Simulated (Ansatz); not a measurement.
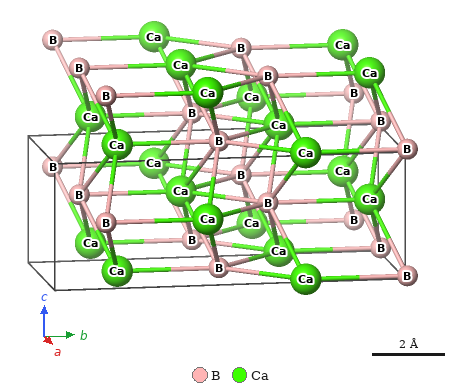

Solid CaB (a generated structure, set up in Cmcm), before the relaxation. The picture is a ball-and-stick view of the conventional cell (2 times the calculation's cell), repeated 2 × 1 × 2 with one cell outlined, seen slightly off an axis. Lengths and directions refer to the drawn axes.

The start is a swapped structure.

The calculation used Ansatz, DFT, PAW plane waves, PBE.

Input file:
```yaml
crystal:
  lattice:
    - [-3.628705, 0.0, 0.0]
    - [0.0, -4.259784, 0.0]
    - [0.0, 2.129892, 5.009191]
  atoms:
    - { symbol: B, position: [0.75, 0.07, 0.14] }
    - { symbol: B, position: [0.25, 0.93, 0.86] }
    - { symbol: Ca, position: [0.75, 0.36, 0.72] }
    - { symbol: Ca, position: [0.25, 0.64, 0.28] }
  symmetry: { tolerance: 0.0003 }
kpoints:
  mp_grid: { grid: [7, 6, 6], shift: [0, 0, 0] }
magnetization:
  spin_polarized: false
scf:
  occupations: { method: fermi_dirac }
  lower_state_search: "off"
hamiltonian:
  pseudopotentials: { kind: paw }
  xc: pbe
basis:
  ecutwfc: 420
  fft_grid_basis: typed
relax:
  max_steps: 60
output:
  forces: true
  stress: true
  eigenvalues: true
  bader: true
  populations: true
  elf: true
  write_potential: true
  volumetric_format: npy
  dos:
    e_range: [-12, 8]
    de: 0.05
    projected: { site_lists: { B: [B], Ca: [Ca] } }
checkpoint:
  read: saved_state
```

Command:
```bash
ansatz run input.yaml --threads 2 --pin off --max-ram 2560MiB --backend cpu --events-out ev --progress --plain --runs-dir out
```

Question: Predict the outcome.

Answer: The largest moves, 0.42 Å, are those of B1 and B2. B2 goes along +b. By element the largest moves are B 0.42 Å, Ca 0.01 Å. The cell stays as it was. Among the contacts that change: B1–Ca3 2.905 → 3.332 Å, B1–B2 2.293 → 1.902 Å, B1–Ca3 (another image) 2.994 → 2.711 Å, B1–Ca4 2.884 → 3.009 Å. Bond angles that change, for instance: B2–Ca3–B2 151.9° → 136.9°, Ca4–B1–Ca4 151.9° → 136.9°, B1–Ca3–B1 90.7° → 103.5°. The space group stays Cmcm (No. 63). The energy falls by 307 meV per atom in 4 accepted moves (5 points after the start). The largest force component goes from 2.2 to 0.0018 eV/Å. The line search rejected the trial step at point 3 of the run.

Step by step:

```tsv
step	E − E(0), meV/atom	largest force component, eV/Å	note
0	0.00	2.2372	
1	-211.21	1.7406	
2	-305.75	0.1758	
3	-296.86	0.5531	rejected
4	-307.17	0.0252	
5	-307.20	0.0018
```

The structure at the end:

```
CELL_PARAMETERS angstrom
-3.62871 0.00000 0.00000
0.00000 -4.25978 0.00000
0.00000 2.12989 5.00919
ATOMIC_POSITIONS crystal
B 0.75000 0.02852 0.05705
B 0.25000 0.97148 0.94295
Ca 0.75000 0.36107 0.72214
Ca 0.25000 0.63893 0.27786
```

The end point in the same view:

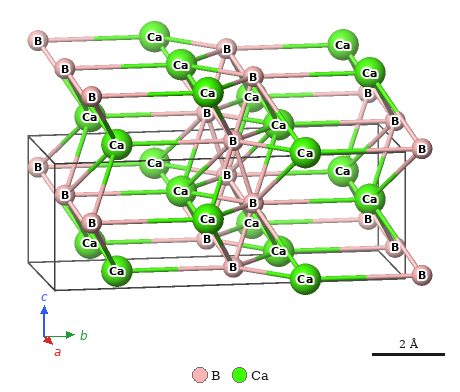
